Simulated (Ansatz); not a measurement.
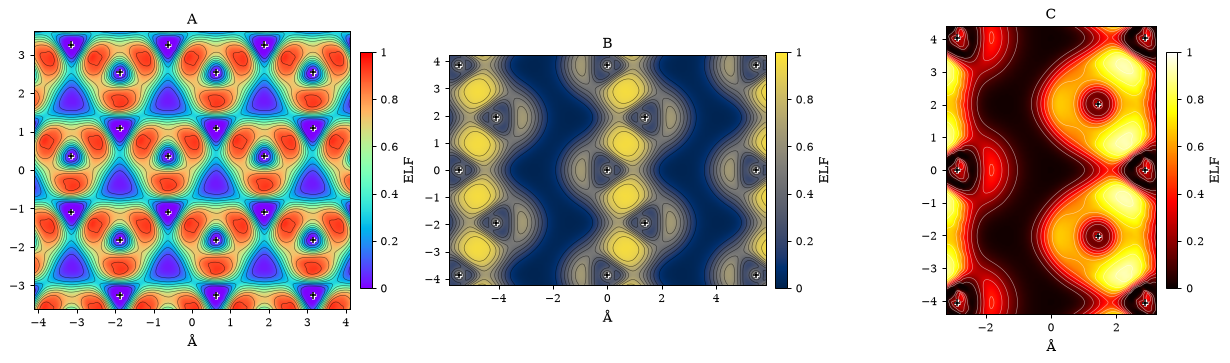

The electron localisation function of 3 systems, each on a plane through atoms (crosses mark nuclei in the plane).

The calculation used Ansatz, DFT PBE, scalar-relativistic, plane waves, PAW.

System 1: BN, the (001) plane of the conventional cell. Space group R3m; a structure from a database of computed crystals, not necessarily the ambient phase.

```cif
data_structure
_symmetry_space_group_name_H-M 'P 1'
_symmetry_Int_Tables_number 1
_cell_length_a 2.5121
_cell_length_b 2.5121
_cell_length_c 12.5379
_cell_angle_alpha 90.000
_cell_angle_beta 90.000
_cell_angle_gamma 120.000
_cell_volume 68.52
loop_
_atom_site_label
_atom_site_type_symbol
_atom_site_fract_x
_atom_site_fract_y
_atom_site_fract_z
_atom_site_occupancy
B1 B 0.66667 0.33333 0.33289 1
B2 B 0.33333 0.66667 0.66622 1
B3 B 0.00000 0.00000 0.99956 1
N1 N 0.00000 0.00000 0.33288 1
N2 N 0.66667 0.33333 0.66621 1
N3 N 0.33333 0.66667 0.99954 1
```

System 2: AlAs, the (011) plane of the conventional cell. Space group F-43m.

```
Al As
1.0
     5.72761    0.00000    0.00000
     0.00000    0.00000   -5.72761
     0.00000    5.72761    0.00000
Al As
4 4
Direct
  0.50000 0.50000 0.00000
  0.00000 0.50000 0.50000
  0.00000 0.00000 0.00000
  0.50000 0.00000 0.50000
  0.75000 0.75000 0.25000
  0.25000 0.75000 0.75000
  0.25000 0.25000 0.25000
  0.75000 0.25000 0.75000
```

System 3: Si, the (110) plane of the conventional cell. Space group Fd-3m.

```xyz
8
Lattice="5.4698 0.0000 0.0000 0.0000 5.4698 0.0000 0.0000 0.0000 5.4698" Properties=species:S:1:pos:R:3 pbc="T T T"
Si    1.3674    4.1023    4.1023
Si    4.1023    1.3674    4.1023
Si    4.1023    4.1023    1.3674
Si    1.3674    1.3674    1.3674
Si    0.0000    2.7349    2.7349
Si    2.7349    0.0000    2.7349
Si    2.7349    2.7349    0.0000
Si    0.0000    0.0000    0.0000
```

Question: Match each panel to its system.

Answer: Panel A is system 1, BN: the plane holds B and N. B–N (1.45 Å): the ELF peaks at about 0.95 between the atoms: a shared but strongly polarised pair. Panel B is system 3, Si: the plane holds Si. Si–Si (2.37 Å): the ELF peaks at about 0.95 between the atoms: a shared electron pair. Panel C is system 2, AlAs: the plane holds Al and As. Al–As (2.48 Å): the ELF peaks at about 0.90 between the atoms, as expected for a covalent bond.
